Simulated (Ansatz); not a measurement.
# Titanium, hcp under BLYP: ground state and equation of state, part 2 of 2

The plan for titanium in the hcp structure: relax it, solve it on a dense k-mesh, switch on spin-orbit coupling, then scale the cell to 7 volumes from 88 to 112 % of the relaxed one and try a fit of the equation of state. The k-meshes are 12×12×7 for the relaxation; 20×20×11 for the dense run; 12×12×7 for spin-orbit coupling; 20×20×11 for the volumes. The starting cell is the deposited one, from the Crystallography Open Database.

Ansatz 0.2.0; DFT, BLYP, plane waves (420 eV) with PAW, scalar-relativistic. The steps go on from the part before.

### 5 Volume × 0.88

Contents of input.yaml:

```yaml
crystal:
  lattice:
    - [2.8383679441, 0.0, 0.0]
    - [-1.419183972, 2.4580987449, 0.0]
    - [0.0, 0.0, 4.4944803415]
  atoms:
    - { symbol: Ti, position: [0.3333333333, 0.6666666667, 0.25] }
    - { symbol: Ti, position: [0.6666666667, 0.3333333333, 0.75] }
hamiltonian:
  xc: blyp
  pseudopotentials:
    kind: paw
    azcp:
      Ti: "pseudopotentials/Ti.paw.azcp"
basis:
  ecutwfc: 420
  fft_grid_basis: typed
kpoints:
  mp_grid: { grid: [20, 20, 11], shift: [0, 0, 0] }
magnetization:
  spin_polarized: false
scf:
  occupations: { method: fermi_dirac, width: 0.1 }
output:
  stress: true
```

The log of the run, shortened:

```text
[...]
Pseudopotentials: kind: paw
Pseudopotential: Ti, paw, valence charge 12, recommended cutoff 420 eV (normal), <dir>
Functional definition: BLYP
[...]
Crystal: 2 atoms, lattice volume = 31.358 Å³
Basis set: ecut = 420 eV, 615 PW (Γ), exchange–correlation on 40×40×64 points (8 copies of the dense FFT grid, shifted against one another)
Bands: 16, of which v1, the nominal top of the filled ones, is band 12 counted from 1 (11 counted from 0)
Symmetry: 24 space group operations
Space group: P63/mmc (ITA 194), of the structure as read, at distance tolerance 3.2e-5 Å
k-points: 264 of 4400
[...]
SCF iter   1: F=—  HF=-5011.639153 eV  |F-HF|=—  |Δ(HF+E_count)|=         —  Δρ=1.30e-2  dr2=4.89e-2  ethr=1.77e-3  ⟨swp⟩=4.6  Hψ=39288  notcnv=0
[...]
SCF iter   6: F=-5011.624438 eV  HF=-5011.624438 eV  |F-HF|=5.52e-10  |Δ(HF+E_count)|=   6.54e-8  Δρ=2.74e-6  dr2=1.75e-9  ethr=2.93e-10  ⟨swp⟩=1.6  Hψ=16192  notcnv=0
[...]
SCF converged after 6 iterations
Free energy (F): -5011.624438 eV
[...]
E sigma→0 (E₀):  -5011.589179 eV
Entropy (-TS):   -0.070516 eV (-35.258 meV/atom)
Fermi energy:    15.498987 eV
[...]
--- Stress (GPa, compression-positive) ---
       16.692468       0.000000       0.000000
       -0.000000      16.692468       0.000000
        0.000000       0.000000      17.126487
  P = ⅓ Tr σ = 16.8371 GPa (168.371 kbar)
```

Wall time 13 s (1 thread of an x86-64 CPU, shared host); peak memory 0.62 GiB.

### 6 Volume × 0.92

Edit input.yaml of step 5 so:

```diff
@@ -2,5 +2,5 @@
   lattice:
-    - [2.8383679441, 0.0, 0.0]
-    - [-1.419183972, 2.4580987449, 0.0]
-    - [0.0, 0.0, 4.4944803415]
+    - [2.8807378913, 0.0, 0.0]
+    - [-1.4403689457, 2.4947921955, 0.0]
+    - [0.0, 0.0, 4.5615720289]
   atoms:
```

The log of the run, shortened:

```text
[...]
Pseudopotentials: kind: paw
Pseudopotential: Ti, paw, valence charge 12, recommended cutoff 420 eV (normal), <dir>
Functional definition: BLYP
[...]
Crystal: 2 atoms, lattice volume = 32.783 Å³
Basis set: ecut = 420 eV, 627 PW (Γ), exchange–correlation on 40×40×64 points (8 copies of the dense FFT grid, shifted against one another)
Bands: 16, of which v1, the nominal top of the filled ones, is band 12 counted from 1 (11 counted from 0)
Symmetry: 24 space group operations
Space group: P63/mmc (ITA 194), of the structure as read, at distance tolerance 3.2e-5 Å
k-points: 264 of 4400
[...]
SCF iter   1: F=—  HF=-5011.758447 eV  |F-HF|=—  |Δ(HF+E_count)|=         —  Δρ=1.29e-2  dr2=5.26e-2  ethr=1.77e-3  ⟨swp⟩=4.6  Hψ=39315  notcnv=0
[...]
SCF iter   6: F=-5011.743468 eV  HF=-5011.743468 eV  |F-HF|=7.86e-10  |Δ(HF+E_count)|=   7.42e-8  Δρ=3.48e-6  dr2=3.31e-9  ethr=3.02e-10  ⟨swp⟩=1.6  Hψ=16280  notcnv=0
[...]
SCF converged after 6 iterations
Free energy (F): -5011.743468 eV
[...]
E sigma→0 (E₀):  -5011.706524 eV
Entropy (-TS):   -0.073888 eV (-36.944 meV/atom)
Fermi energy:    14.743990 eV
[...]
--- Stress (GPa, compression-positive) ---
       10.068650       0.000000       0.000000
        0.000000      10.068650       0.000000
        0.000000       0.000000      10.264302
  P = ⅓ Tr σ = 10.1339 GPa (101.339 kbar)
```

It took 13 s on 1 thread of an x86-64 CPU, shared host; peak memory 0.63 GiB.

### 7 Volume × 0.96

Edit input.yaml of step 6 so:

```diff
@@ -2,5 +2,5 @@
   lattice:
-    - [2.8807378913, 0.0, 0.0]
-    - [-1.4403689457, 2.4947921955, 0.0]
-    - [0.0, 0.0, 4.5615720289]
+    - [2.9218968506, 0.0, 0.0]
+    - [-1.4609484253, 2.5304368998, 0.0]
+    - [0.0, 0.0, 4.626746149]
   atoms:
```

The log of the run, shortened:

```text
[...]
Pseudopotentials: kind: paw
Pseudopotential: Ti, paw, valence charge 12, recommended cutoff 420 eV (normal), <dir>
Functional definition: BLYP
[...]
Crystal: 2 atoms, lattice volume = 34.209 Å³
Basis set: ecut = 420 eV, 687 PW (Γ), exchange–correlation on 40×40×64 points (8 copies of the dense FFT grid, shifted against one another)
Bands: 16, of which v1, the nominal top of the filled ones, is band 12 counted from 1 (11 counted from 0)
Symmetry: 24 space group operations
Space group: P63/mmc (ITA 194), of the structure as read, at distance tolerance 3.2e-5 Å
k-points: 264 of 4400
[...]
SCF iter   1: F=—  HF=-5011.823296 eV  |F-HF|=—  |Δ(HF+E_count)|=         —  Δρ=1.28e-2  dr2=5.64e-2  ethr=1.77e-3  ⟨swp⟩=4.5  Hψ=39461  notcnv=0
[...]
SCF iter   6: F=-5011.808144 eV  HF=-5011.808144 eV  |F-HF|=3.77e-9  |Δ(HF+E_count)|=   1.30e-7  Δρ=4.64e-6  dr2=6.34e-9  ethr=3.47e-10  ⟨swp⟩=2.0  Hψ=18981  notcnv=0
[...]
SCF converged after 6 iterations
Free energy (F): -5011.808144 eV
[...]
E sigma→0 (E₀):  -5011.769356 eV
Entropy (-TS):   -0.077577 eV (-38.789 meV/atom)
Fermi energy:    14.048084 eV
[...]
--- Stress (GPa, compression-positive) ---
        4.570725       0.000000       0.000000
        0.000000       4.570725       0.000000
        0.000000       0.000000       4.603341
  P = ⅓ Tr σ = 4.5816 GPa (45.816 kbar)
```

It took 16 s on 1 thread of an x86-64 CPU, shared host; peak memory 0.63 GiB.

### 8 Volume × 1.0

Edit input.yaml of step 7 so:

```diff
@@ -2,5 +2,5 @@
   lattice:
-    - [2.9218968506, 0.0, 0.0]
-    - [-1.4609484253, 2.5304368998, 0.0]
-    - [0.0, 0.0, 4.626746149]
+    - [2.9619278092, 0.0, 0.0]
+    - [-1.4809639046, 2.565104727, 0.0]
+    - [0.0, 0.0, 4.6901341101]
   atoms:
```

The log of the run, shortened:

```text
[...]
Pseudopotentials: kind: paw
Pseudopotential: Ti, paw, valence charge 12, recommended cutoff 420 eV (normal), <dir>
Functional definition: BLYP
[...]
Crystal: 2 atoms, lattice volume = 35.634 Å³
Basis set: ecut = 420 eV, 687 PW (Γ), exchange–correlation on 40×40×64 points (8 copies of the dense FFT grid, shifted against one another)
Bands: 16, of which v1, the nominal top of the filled ones, is band 12 counted from 1 (11 counted from 0)
Symmetry: 24 space group operations
Space group: P63/mmc (ITA 194), of the structure as read, at distance tolerance 3.3e-5 Å
k-points: 264 of 4400
[...]
SCF iter   1: F=—  HF=-5011.842988 eV  |F-HF|=—  |Δ(HF+E_count)|=         —  Δρ=1.26e-2  dr2=5.98e-2  ethr=1.77e-3  ⟨swp⟩=4.5  Hψ=39397  notcnv=0
[...]
SCF iter   6: F=-5011.827799 eV  HF=-5011.827799 eV  |F-HF|=4.42e-9  |Δ(HF+E_count)|=   1.88e-7  Δρ=4.95e-6  dr2=7.61e-9  ethr=4.17e-10  ⟨swp⟩=4.0  Hψ=14024  notcnv=0
[...]
SCF converged after 6 iterations
Free energy (F): -5011.827799 eV
[...]
E sigma→0 (E₀):  -5011.787031 eV
Entropy (-TS):   -0.081536 eV (-40.768 meV/atom)
Fermi energy:    13.404613 eV
[...]
--- Stress (GPa, compression-positive) ---
        0.010682      -0.000000       0.000000
        0.000000       0.010682       0.000000
        0.000000       0.000000      -0.072059
  P = ⅓ Tr σ = -0.0169 GPa (-0.169 kbar)
```

It took 16 s on 1 thread of an x86-64 CPU, shared host; peak memory 0.63 GiB.

### 9 Volume × 1.04

Edit input.yaml of step 8 so:

```diff
@@ -2,5 +2,5 @@
   lattice:
-    - [2.9619278092, 0.0, 0.0]
-    - [-1.4809639046, 2.565104727, 0.0]
-    - [0.0, 0.0, 4.6901341101]
+    - [3.0009050134, 0.0, 0.0]
+    - [-1.5004525067, 2.5988599759, 0.0]
+    - [0.0, 0.0, 4.7518534788]
   atoms:
```

The log of the run, shortened:

```text
[...]
Pseudopotentials: kind: paw
Pseudopotential: Ti, paw, valence charge 12, recommended cutoff 420 eV (normal), <dir>
Functional definition: BLYP
[...]
Crystal: 2 atoms, lattice volume = 37.059 Å³
Basis set: ecut = 420 eV, 711 PW (Γ), exchange–correlation on 48×48×64 points (8 copies of the dense FFT grid, shifted against one another)
Bands: 16, of which v1, the nominal top of the filled ones, is band 12 counted from 1 (11 counted from 0)
Symmetry: 24 space group operations
Space group: P63/mmc (ITA 194), of the structure as read, at distance tolerance 3.3e-5 Å
k-points: 264 of 4400
[...]
SCF iter   1: F=—  HF=-5011.825244 eV  |F-HF|=—  |Δ(HF+E_count)|=         —  Δρ=1.25e-2  dr2=6.23e-2  ethr=1.77e-3  ⟨swp⟩=4.5  Hψ=39322  notcnv=0
[...]
SCF iter   6: F=-5011.810182 eV  HF=-5011.810182 eV  |F-HF|=6.48e-9  |Δ(HF+E_count)|=   2.36e-7  Δρ=5.60e-6  dr2=1.01e-8  ethr=4.17e-10  ⟨swp⟩=4.0  Hψ=14079  notcnv=0
[...]
SCF converged after 6 iterations
Free energy (F): -5011.810182 eV
[...]
E sigma→0 (E₀):  -5011.767310 eV
Entropy (-TS):   -0.085744 eV (-42.872 meV/atom)
Fermi energy:    12.807888 eV
[...]
--- Stress (GPa, compression-positive) ---
       -3.766576      -0.000000       0.000000
        0.000000      -3.766576      -0.000000
        0.000000      -0.000000      -3.934473
  P = ⅓ Tr σ = -3.8225 GPa (-38.225 kbar)
```

Wall time 14 s (1 thread of an x86-64 CPU, shared host); peak memory 0.64 GiB.

### 10 Volume × 1.08

Edit input.yaml of step 9 so:

```diff
@@ -2,5 +2,5 @@
   lattice:
-    - [3.0009050134, 0.0, 0.0]
-    - [-1.5004525067, 2.5988599759, 0.0]
-    - [0.0, 0.0, 4.7518534788]
+    - [3.0388951858, 0.0, 0.0]
+    - [-1.5194475929, 2.6317604303, 0.0]
+    - [0.0, 0.0, 4.8120099089]
   atoms:
```

The log of the run, shortened:

```text
[...]
Pseudopotentials: kind: paw
Pseudopotential: Ti, paw, valence charge 12, recommended cutoff 420 eV (normal), <dir>
Functional definition: BLYP
[...]
Crystal: 2 atoms, lattice volume = 38.485 Å³
Basis set: ecut = 420 eV, 749 PW (Γ), exchange–correlation on 48×48×72 points (8 copies of the dense FFT grid, shifted against one another)
Bands: 16, of which v1, the nominal top of the filled ones, is band 12 counted from 1 (11 counted from 0)
Symmetry: 24 space group operations
Space group: P63/mmc (ITA 194), of the structure as read, at distance tolerance 3.4e-5 Å
k-points: 264 of 4400
[...]
SCF iter   1: F=—  HF=-5011.776263 eV  |F-HF|=—  |Δ(HF+E_count)|=         —  Δρ=1.21e-2  dr2=6.28e-2  ethr=1.77e-3  ⟨swp⟩=4.5  Hψ=39361  notcnv=0
[...]
SCF iter   6: F=-5011.761736 eV  HF=-5011.761736 eV  |F-HF|=5.84e-9  |Δ(HF+E_count)|=   3.01e-7  Δρ=5.63e-6  dr2=1.06e-8  ethr=4.17e-10  ⟨swp⟩=4.0  Hψ=14108  notcnv=0
[...]
SCF converged after 6 iterations
Free energy (F): -5011.761736 eV
[...]
E sigma→0 (E₀):  -5011.716639 eV
Entropy (-TS):   -0.090194 eV (-45.097 meV/atom)
Fermi energy:    12.253020 eV
[...]
--- Stress (GPa, compression-positive) ---
       -6.889347      -0.000000       0.000000
       -0.000000      -6.889347       0.000000
        0.000000       0.000000      -7.122298
  P = ⅓ Tr σ = -6.9670 GPa (-69.670 kbar)
```

Wall time 11 s (1 thread of an x86-64 CPU, shared host); peak memory 0.65 GiB.

### 11 Volume × 1.12

Edit input.yaml of step 10 so:

```diff
@@ -2,5 +2,5 @@
   lattice:
-    - [3.0388951858, 0.0, 0.0]
-    - [-1.5194475929, 2.6317604303, 0.0]
-    - [0.0, 0.0, 4.8120099089]
+    - [3.0759585359, 0.0, 0.0]
+    - [-1.537979268, 2.6638582331, 0.0]
+    - [0.0, 0.0, 4.8706987407]
   atoms:
```

The log of the run, shortened:

```text
[...]
Pseudopotentials: kind: paw
Pseudopotential: Ti, paw, valence charge 12, recommended cutoff 420 eV (normal), <dir>
Functional definition: BLYP
[...]
Crystal: 2 atoms, lattice volume = 39.910 Å³
Basis set: ecut = 420 eV, 773 PW (Γ), exchange–correlation on 48×48×72 points (8 copies of the dense FFT grid, shifted against one another)
Bands: 16, of which v1, the nominal top of the filled ones, is band 12 counted from 1 (11 counted from 0)
Symmetry: 24 space group operations
Space group: P63/mmc (ITA 194), of the structure as read, at distance tolerance 3.4e-5 Å
k-points: 264 of 4400
[...]
SCF iter   1: F=—  HF=-5011.701872 eV  |F-HF|=—  |Δ(HF+E_count)|=         —  Δρ=1.18e-2  dr2=6.31e-2  ethr=1.77e-3  ⟨swp⟩=4.4  Hψ=39394  notcnv=0
[...]
SCF iter   6: F=-5011.687848 eV  HF=-5011.687848 eV  |F-HF|=2.53e-9  |Δ(HF+E_count)|=   3.73e-7  Δρ=5.40e-6  dr2=9.74e-9  ethr=4.17e-10  ⟨swp⟩=4.0  Hψ=14111  notcnv=0
[...]
SCF converged after 6 iterations
Free energy (F): -5011.687848 eV
[...]
E sigma→0 (E₀):  -5011.640407 eV
Entropy (-TS):   -0.094882 eV (-47.441 meV/atom)
Fermi energy:    11.735775 eV
[...]
--- Stress (GPa, compression-positive) ---
       -9.463739       0.000000      -0.000000
        0.000000      -9.463739      -0.000000
       -0.000000      -0.000000      -9.747906
  P = ⅓ Tr σ = -9.5585 GPa (-95.585 kbar)
```

Wall time 13 s (1 thread of an x86-64 CPU, shared host); peak memory 0.65 GiB.

### 12 Energy and pressure against volume

The cell was scaled evenly, with its shape and the fractional positions fixed.

```tsv
V (Å³/atom)	E − E₀ (meV/atom)	P from the stress (GPa)	P from the fit (GPa)
15.679	98.9	16.84	16.68
16.392	40.3	10.13	9.93
17.104	8.9	4.58	4.36
17.817	0.0	-0.02	-0.25
18.530	9.9	-3.82	-4.06
19.242	35.2	-6.97	-7.22
19.955	73.3	-9.56	-9.85
```

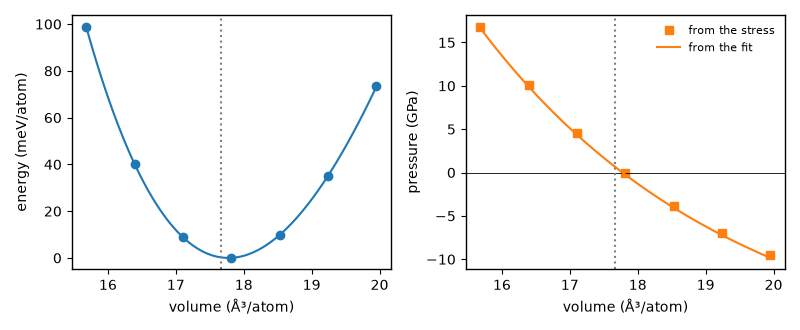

Energy and pressure against volume; the lines are the Birch-Murnaghan fit; the dotted line marks the deposited volume.

Fit (Birch-Murnaghan, third order): V₀ = 17.775 Å³/atom, B₀ = 106 GPa, B₀′ = 3.7, largest residual 0.02 meV/atom.

Fit and stress differ a little: one follows E(σ → 0), the other the smeared free energy.

### 13 Results

The summary covers parts 1 to 2.

| quantity | value |
| --- | --- |
| space group (spins left aside) | P6_3/mmc (No. 194) |
| conventional cell | a = 2.962 Å, c = 4.690 Å (c/a = 1.583) |
| volume | 17.817 Å³/atom |
| shortest distance | 2.902 Å |
| against the deposited volume | +0.9 % (17.658 Å³/atom) |
| gap on the mesh | none (levels filled in part) |
| V₀, B₀, B₀′ | 17.775 Å³/atom, 106 GPa, 3.7 |

The relaxed volume lies 0.9 % above the deposited cell. The deposited cell holds zero-point motion and, unless taken cold, thermal expansion, so the miss against a static lattice is larger still. Levels at the Fermi energy are filled in part, as in a metal. The total energy of the spin-orbit run (on a coarser mesh) lies -71 meV/atom from the scalar one; mesh and treatment of the core enter this figure, so it is no spin-orbit energy. The fitted modulus is 106 GPa; letting shape and positions relax at each volume could only lower it.
